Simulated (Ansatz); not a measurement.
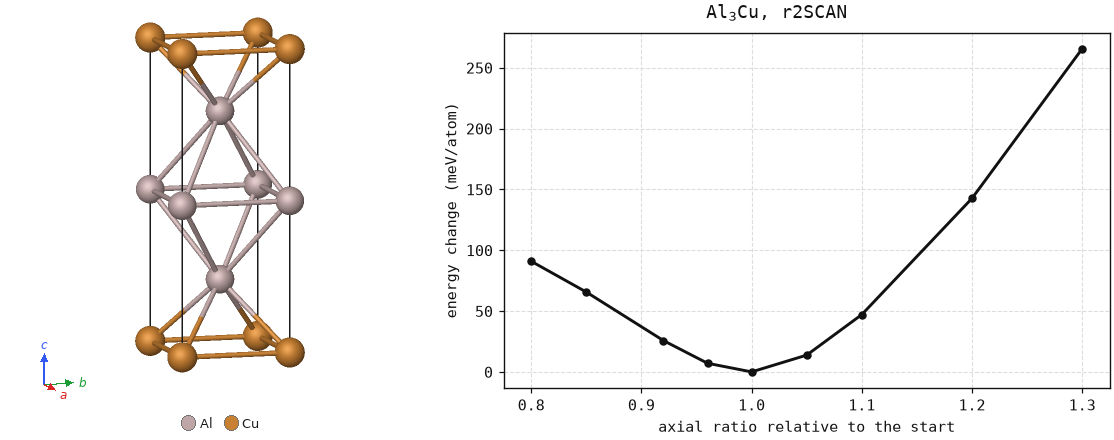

The plot gives the computed energy change against relative axial ratio for Al₃Cu, space group P4/mmm (No. 123). The cell is drawn beside the plot.

The given structure:
```
CELL_PARAMETERS angstrom
2.77378 0.00000 0.00000
0.00000 2.77378 0.00000
0.00000 0.00000 7.59186
ATOMIC_POSITIONS crystal
Al 0.00000 0.00000 0.50000
Al 0.50000 0.50000 0.22264
Al 0.50000 0.50000 0.77736
Cu 0.00000 0.00000 0.00000
```

How it was computed, with Ansatz 0.2.0: deformation of a crystal at fixed volume, lengths along the axis scaled against those across it, fractional coordinates fixed, by plane-wave density functional theory with PAW datasets, free energies less that of the undisturbed cell; scalar-relativistic. Level: r2SCAN, no spin polarisation.

```csv
setting,value
wave cutoff,500 eV
k mesh,18×18×8
occupations,Gaussian
smearing width,0.15 eV
k shift,"(0, 0, 0) (mesh steps)"
start,relaxed
path,tetragonal
axis direction,"(0, 0, 1) (Cartesian unit vector)"
```

Where does the curve of the energy change have its lowest point?

The lowest computed point is at relative axial ratio 1.00 (0 meV/atom).

Keep in mind: shape and atomic fractions are frozen while scaling, which makes layered, chain and framework solids too stiff.

The computed values:

```json
{"axial ratio relative to the start": "0.80", "energy change (meV/atom)": "91"}
{"axial ratio relative to the start": "0.85", "energy change (meV/atom)": "66"}
{"axial ratio relative to the start": "0.92", "energy change (meV/atom)": "26"}
{"axial ratio relative to the start": "0.96", "energy change (meV/atom)": "7"}
{"axial ratio relative to the start": "1.00", "energy change (meV/atom)": "0"}
{"axial ratio relative to the start": "1.05", "energy change (meV/atom)": "14"}
{"axial ratio relative to the start": "1.10", "energy change (meV/atom)": "47"}
{"axial ratio relative to the start": "1.20", "energy change (meV/atom)": "143"}
{"axial ratio relative to the start": "1.30", "energy change (meV/atom)": "266"}
```
